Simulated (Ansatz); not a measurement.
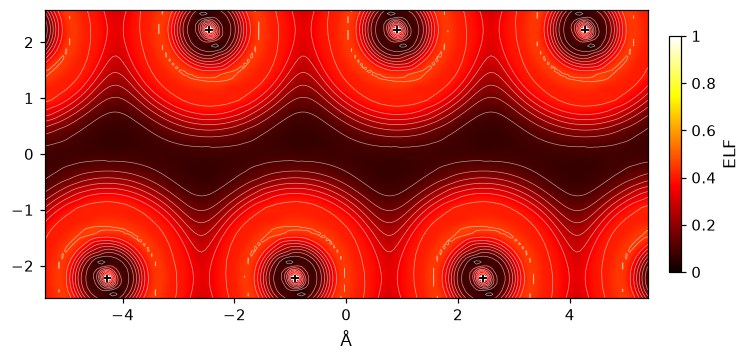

The electron localisation function on a plane through atoms (crosses mark nuclei in the plane).

Level of theory: DFT, PBEsol, plane waves (420 eV) with PAW, scalar-relativistic in Ansatz 0.2.0.

Candidates:
A. Bi, a = 3.36 Å, b = 8.98 Å, c = 4.71 Å, α = 90.00°, β = 109.10°, γ = 90.00°. Space group C2/c; set up as Bi, beta-Sn type; a generated structure, not necessarily the stable one; changed on purpose from its base cell (volume × 1.04).
B. Tl, a = 3.52 Å, b = 3.52 Å, c = 11.43 Å, α = 90.00°, β = 90.00°, γ = 120.00°. Space group P6₃/mmc; set up as Tl, dhcp; a generated structure, not necessarily the stable one; changed on purpose from its base cell (volume × 1.08); computed pressure about −2 GPa in this cell.

**Which system is this?**

Candidate A: Bi on the (010) plane of the conventional cell, which holds Bi. Bi–Bi (3.36 Å): the ELF is about 0.35 at the midpoint.
